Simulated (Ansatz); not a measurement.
Start from this file.

```cif
data_structure
_symmetry_space_group_name_H-M 'P m'
_symmetry_Int_Tables_number 6
_cell_length_a 3.8969
_cell_length_b 3.3156
_cell_length_c 5.7090
_cell_angle_alpha 90.000
_cell_angle_beta 94.295
_cell_angle_gamma 90.000
_cell_volume 73.56
loop_
_atom_site_label
_atom_site_type_symbol
_atom_site_symmetry_multiplicity
_atom_site_Wyckoff_symbol
_atom_site_fract_x
_atom_site_fract_y
_atom_site_fract_z
_atom_site_occupancy
Sn1 Sn 1 a 0.52617 0.00000 0.76621 1
Sn2 Sn 1 b 0.02617 0.50000 0.23379 1
O1 O 1 a 0.72383 0.00000 0.11464 1
O2 O 1 b 0.22383 0.50000 0.88536 1
```

Characterise the structure given above.

Answer. Chemical formula SnO. It takes space group Pm (No. 6) on a primitive monoclinic lattice. The cell holds 4 atoms (2 Sn, 2 O), Z = 2. Sn is linked to three O in a trigonal pyramidal arrangement at 2.08 to 2.19 Å. The O atoms are each bonded to three Sn at 2.08 to 2.19 Å. The bonds build SnO layers parallel to (001).

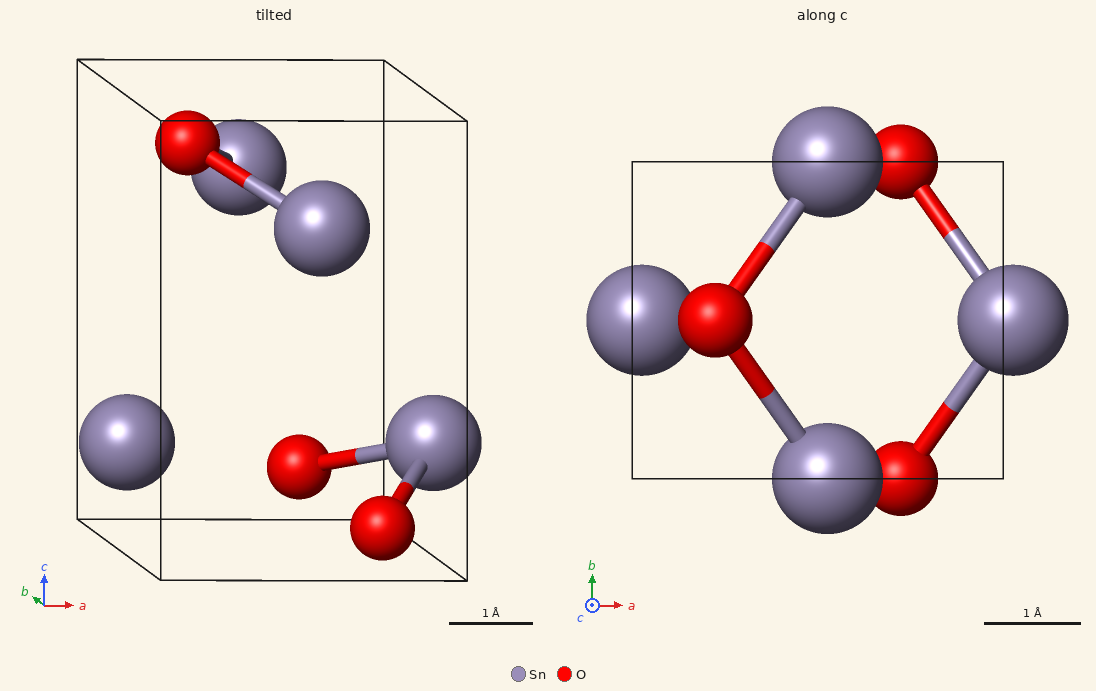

The image is a ball-and-stick drawing of a crystal, viewed slightly off an axis and along the c axis. The conventional unit cell is outlined; an atom on or near a face, edge or corner is repeated at each equivalent position. Colours: tin purple, oxygen red.

Starting structure: a structure listed in the Materials Project. The cell was then strained or its atoms displaced on purpose. It was run through Ansatz as a DFT input.
